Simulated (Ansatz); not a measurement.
**Single-point calculation of SnSe$_{2}$**

System: SnSe$_{2}$ (3 atoms in the cell).
Method: DFT PBE, scalar-relativistic, plane waves, PAW, no spin polarisation (Ansatz 0.2.0).

The structure derives from an entry of the Crystallography Open Database. It belongs to a series of runs on one base structure; here: all Se atoms moved +0.013 Å, as atom 2 towards its neighbour atom 1 (Sn) at 2.746 A. Figures and captions count atoms from 1; the log counts them from 0 in places.

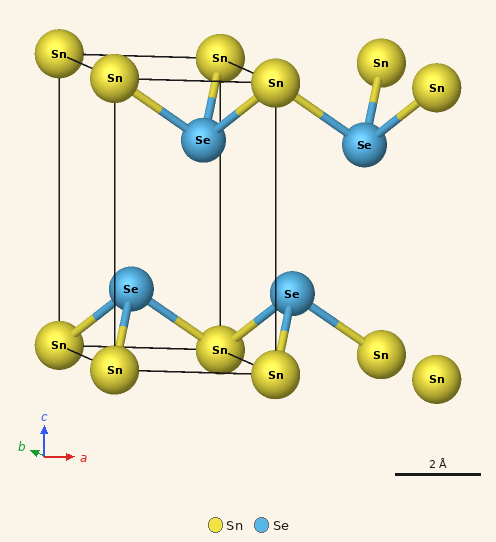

Figure 1. The input geometry (ball-and-stick view of the cell of the calculation, repeated 2 × 1 × 1, seen slightly off an axis). An atom can appear more than once, as a periodic image. Near neighbours in the periodic cell (some may lie outside the picture): Sn has 6 Se at 2.73 to 2.76 Å; Se has 3 Sn at 2.73 to 2.76 Å.

**Summary**

| quantity | value |
| --- | --- |
| outcome | converged |
| space group (tolerance 0.01 Å) | Cm (8) |
| electrons treated | 46 |
| free energy | −16963.3968 eV |
| Fermi energy | 6.251 eV |
| gap on the k-point mesh | 0.70 eV |
| pressure | 0.02 GPa |
| largest force (length of the vector) | 0.116 eV/Å |
| hardware | 1 thread of Arm Neoverse V2, 24 GiB of memory available, shared host |
| wall time | 48 s |
| peak memory | 0.55 GiB |

**Input file**
```yaml
crystal:
  lattice:
    - [3.8717468171, 0.0, 0.0]
    - [-1.9358734086, 3.3530311007, 0.0]
    - [0.0, 0.0, 6.9880221146]
  atoms:
    - { symbol: Sn, position: [0.0, 0.0, 0.0] }
    - { symbol: Se, position: [0.331815786, 0.6636315719, 0.2271106275] }
    - { symbol: Se, position: [0.6651491193, 0.3302982386, 0.7708120081] }
basis:
  ecutwfc: 420
kpoints:
  mp_grid: { grid: [12, 12, 4] }
hamiltonian:
  xc: pbe
scf:
  occupations: { method: gaussian, width: 0.05 }
output:
  forces: true
  stress: true
  eigenvalues: true
  write_density: true
  write_potential: true
  elf: true
  volumetric_format: npy
```

Launched with:
```bash
ansatz run input.yaml --threads 1 --pin off --max-ram 2560MiB --backend cpu --events-out ev --progress --plain --runs-dir out
```

**Output**
```
Engine: ansatz 0.2.0, aarch64-unknown-linux-gnu
Pseudopotentials: kind: paw
Pseudopotential: Sn, paw, valence charge 14, recommended cutoff 420 eV (normal), Sn.paw.azcp
Pseudopotential: Se, paw, valence charge 16, recommended cutoff 420 eV (normal), Se.paw.azcp
Functional definition: PBE
  parameter kappa = 0.804
  parameter beta = 0.06672455060314922
  exchange = pbe_x(kappa = kappa, mu = beta*pi^2/3)
  correlation = pbe_c(beta = beta)
Crystal: 3 atoms, lattice volume = 90.719 Å³
Basis set: ecut = 420 eV, 1787 PW (Γ), exchange–correlation on 54×54×96 points (8 copies of the dense FFT grid, shifted against one another)
Bands: 28, of which v1, the nominal top of the filled ones, is band 23 counted from 1 (22 counted from 0)
Symmetry: 2 space group operations
Space group: Cm (ITA 8), of the structure as read, at distance tolerance 4.5e-5 Å
k-points: 164 of 576 (time reversal used)
Non-local potential: Sn, projectors of the file, l = 0: 2, l = 1: 2, l = 2: 2, l = 3: 2
Non-local potential: Se, projectors of the file, l = 0: 2, l = 1: 2, l = 2: 3, l = 3: 1
PAW form: soft (Blöchl's): semilocal exchange-correlation on the pseudo side does not see the compensation charge
PAW one-centre angular grid: Sn, 590 points (default); XC on 64 Gauss nodes
PAW one-centre angular grid: Se, 590 points (default); XC on 64 Gauss nodes
Initial density: superposition of atomic densities (neutral atoms: chi_scale 0, normalization atom), corrected by the library's trained network
Initial wavefunctions: pseudopotential atomic-orbital guess
Functional: x = pbe(κ = 0.804, μ = 0.2195149727645171), c = pbe(β = 0.06672455060314922)
SCF iter   1: F=—  HF=-16963.397478 eV  |F-HF|=—  |Δ(HF+E_count)|=         —  Δρ=1.44e-3  dr2=3.23e-3  ethr=1.77e-3  ⟨swp⟩=6.5  Hψ=20336  notcnv=0
preconditioner: auto → Resta (q_TF=auto, 2.436 Å⁻¹)  ε∞=2.6  [insulator: Δε(μ)=0.708 eV  Ē_g=15.854 eV  σ=0.050 eV  W_gap=1.00  n_scr=22 (ndim 8)  ℏωp=19.9 eV  f_vac=0.192  D(μ)=0.00/eV (n_scr^D=0)  ε∞_Penn≈2.6]
SCF iter   2: F=—  HF=-16963.396541 eV  |F-HF|=—  |Δ(HF+E_count)|=   9.37e-4  Δρ=6.52e-4  dr2=2.08e-4  ethr=7.02e-6  ⟨swp⟩=3.0  Hψ=9817  notcnv=0  defer=15
SCF iter   3: F=—  HF=-16963.396696 eV  |F-HF|=—  |Δ(HF+E_count)|=   1.55e-4  Δρ=3.53e-4  dr2=5.42e-5  ethr=4.52e-7  ⟨swp⟩=2.0  Hψ=7903  notcnv=0  defer=15
SCF iter   4: F=—  HF=-16963.396761 eV  |F-HF|=—  |Δ(HF+E_count)|=   6.51e-5  Δρ=8.11e-5  dr2=4.38e-6  ethr=1.18e-7  ⟨swp⟩=2.0  Hψ=5691  notcnv=0  defer=15
SCF iter   5: F=—  HF=-16963.396770 eV  |F-HF|=—  |Δ(HF+E_count)|=   9.23e-6  Δρ=1.69e-5  dr2=3.81e-7  ethr=9.53e-9  ⟨swp⟩=2.0  Hψ=7562  notcnv=0  defer=15
SCF iter   6: F=—  HF=-16963.396771 eV  |F-HF|=—  |Δ(HF+E_count)|=   9.70e-7  Δρ=7.99e-6  dr2=1.32e-7  ethr=2.17e-10  ⟨swp⟩=13.1  Hψ=37927  notcnv=0
SCF iter   7: F=-16963.396772 eV  HF=-16963.396772 eV  |F-HF|=5.68e-9  |Δ(HF+E_count)|=   1.78e-7  Δρ=3.08e-6  dr2=2.17e-8  ethr=2.17e-10  ⟨swp⟩=9.9  Hψ=32997  notcnv=0
SCF 1 converged in 7 iterations: F = -16963.396772 eV  dr2 = 2.17e-8
  Residual-converged pass: ⟨swp⟩=1.0  Hψ=5266  notcnv=0  max |occ|·‖R‖ = 7.1e-9 eV (tolerance 1.0e-8 eV)  dr2=2.17e-8  dr2_onsite=6.46e-9  max |Δocc| = 7.6e-33
  greatest PAW one-centre occupation: 1.000 electrons in one spin orbital (limit 2), on the Se atom at site 1 (counted from 0), in its partial waves of l = 2
```

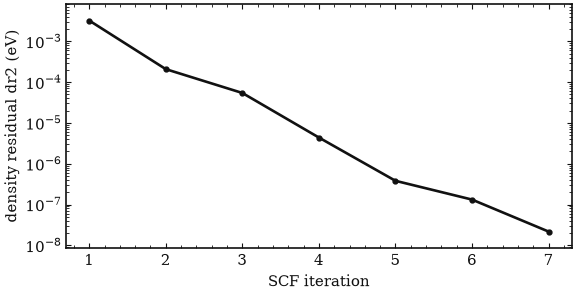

Figure 2. Convergence of the self-consistent field: density residual dr2 against the SCF iteration. The residual falls at every step.

```
SCF converged after 7 iterations
Free energy (F): -16963.396772 eV
Harris-Foulkes:  -16963.396772 eV  (|F-HF|=5.68e-9)
Internal energy: -16963.396772 eV  (E = F + TS)
E sigma→0 (E₀):  -16963.396772 eV
Fermi energy:    6.250784 eV
--- Per-component energies (eV) ---
  E_band       = -950.519979
  E_kinetic    = 422.921445
  E_local      = -7024.422834  (includes V_loc(G=0)·N_el)
  E_nonlocal   = -1222.380723
  E_hartree    = 3544.167684
  E_xc         = -588.818506
  E_vxc        = -289.923585  (∫ρ·V_xc dr)
  E_paw        = -7963.794238  (= ΣΔE_a)
  E_vpaw       = 74.948614  (= ΣTr[D̂ρ^β])
  E_aug_tail   = -0.001203  (compensation charges beyond the density's cutoff)
  E_ewald      = -4131.068397
  E_smearing   = -0.000000  (= −TS)
  E_closure    = 0.000000  (closes the sum)
  Σ components = -16963.396772   (vs F -16963.396772, Δ=0.00e0)
--- Forces (eV/Å), atoms counted from 1 ---
  atom   1  Sn     0.00000000    -0.04774704    -0.10550713
  atom   2  Se    -0.00000000     0.02495408     0.05662136
  atom   3  Se    -0.00000000     0.02279275     0.04884656
  max |Σ_I F_I| component: 3.92e-5 eV/Å
--- Stress (GPa, compression-positive) ---
        0.007523      -0.000000      -0.000000
       -0.000000       0.015165       0.005493
       -0.000000       0.005493       0.029541
  P = ⅓ Tr σ = 0.0174 GPa (0.174 kbar)
--- Band table (eV; the first three rows and the last of 164) ---
  k-point 0: bands = ["-40.7727", "-40.7726", "-40.7426", "-40.7410", "-40.7372", "-40.7371", "-40.7303", "-40.7089", "-40.7074", "-40.6973", "-15.2126", "-15.2125", "-15.1806", "-15.1713", "-15.1713", "-7.4547", "-6.1258", "0.1990", "5.3772", "5.4265", "5.4315", "5.7802", "5.7849", "6.9951", "8.9893", "10.4888", "10.4897", "13.0953"]
  k-point 1: bands = ["-40.7727", "-40.7726", "-40.7426", "-40.7410", "-40.7372", "-40.7371", "-40.7303", "-40.7089", "-40.7074", "-40.6973", "-15.2126", "-15.2125", "-15.1806", "-15.1713", "-15.1713", "-7.4330", "-6.1683", "0.3407", "4.8223", "5.4146", "5.4191", "5.7994", "5.8037", "7.5029", "8.9575", "10.4517", "10.4527", "13.3228"]
  k-point 2: bands = ["-40.7727", "-40.7726", "-40.7426", "-40.7410", "-40.7372", "-40.7371", "-40.7303", "-40.7089", "-40.7074", "-40.6973", "-15.2126", "-15.2125", "-15.1806", "-15.1713", "-15.1713", "-7.4100", "-6.2117", "0.4968", "4.3938", "5.4038", "5.4080", "5.8176", "5.8216", "7.8862", "8.9074", "10.4154", "10.4165", "13.6246"]
  k-point 163: bands = ["-40.7724", "-40.7723", "-40.7427", "-40.7411", "-40.7370", "-40.7367", "-40.7301", "-40.7090", "-40.7074", "-40.6971", "-15.2368", "-15.2070", "-15.1808", "-15.1690", "-15.1526", "-6.0795", "-5.5937", "-0.8301", "2.1418", "2.6567", "3.4725", "4.9961", "5.4533", "7.8789", "10.3683", "11.2507", "11.9210", "13.3568"]
```

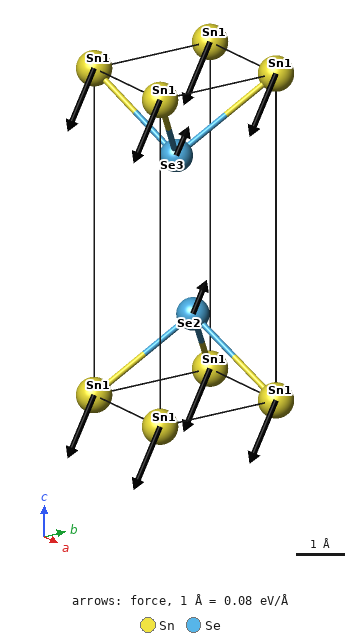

Figure 3. Forces on the atoms as black arrows (ball-and-stick view of the cell of the calculation, seen slightly off an axis; atoms are numbered from 1 in the order of the input). The largest act on Sn1 (0.12 eV/Å); Se2 (0.06 eV/Å); Se3 (0.05 eV/Å). The geometry is not a stationary point of this energy.

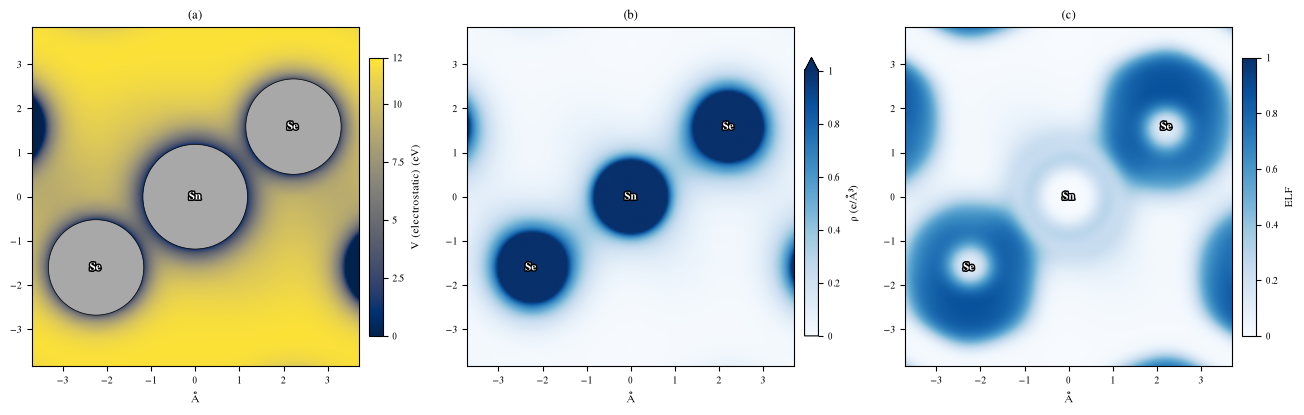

Figure 4. (a) electrostatic potential energy of an electron; (b) valence pseudo-density; (c) ELF on the (010) plane of the conventional cell. Grey discs, where drawn, cover atomic cores. The section cuts through Sn and Se sites. Sn–Se (2.73 Å): ρ at the midpoint is about 0.38 e/Å³; the ELF is about 0.60 at the midpoint. Away from the nuclei the density in this plane falls to 0.003 e/Å³ at its lowest. Outside the cores the potential energy rises away from the atoms and is highest about 2.2 Å from the nearest atoms; outside the discs it spans about 11 eV, and its zero is arbitrary. In a PAW calculation such maps are meaningful between the atoms, not at the nuclei.

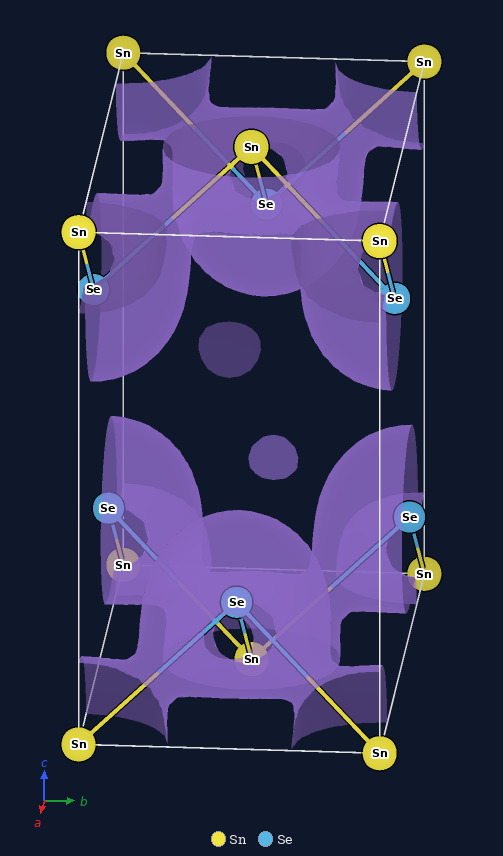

Figure 5. Isosurface of the valence charge density (pseudo) at 0.3 e/Å³ (purple), seen at an oblique angle. Sticks mark near contacts. The outline is the cell set on symmetry axes. At this value the density is joined into sheets; it holds about 85 % of the electrons treated as valence (semicore included). On the grid the lowest density along these lines, outside the cores, is 0.37 e/Å³ (Sn–Se, 2.73 Å).
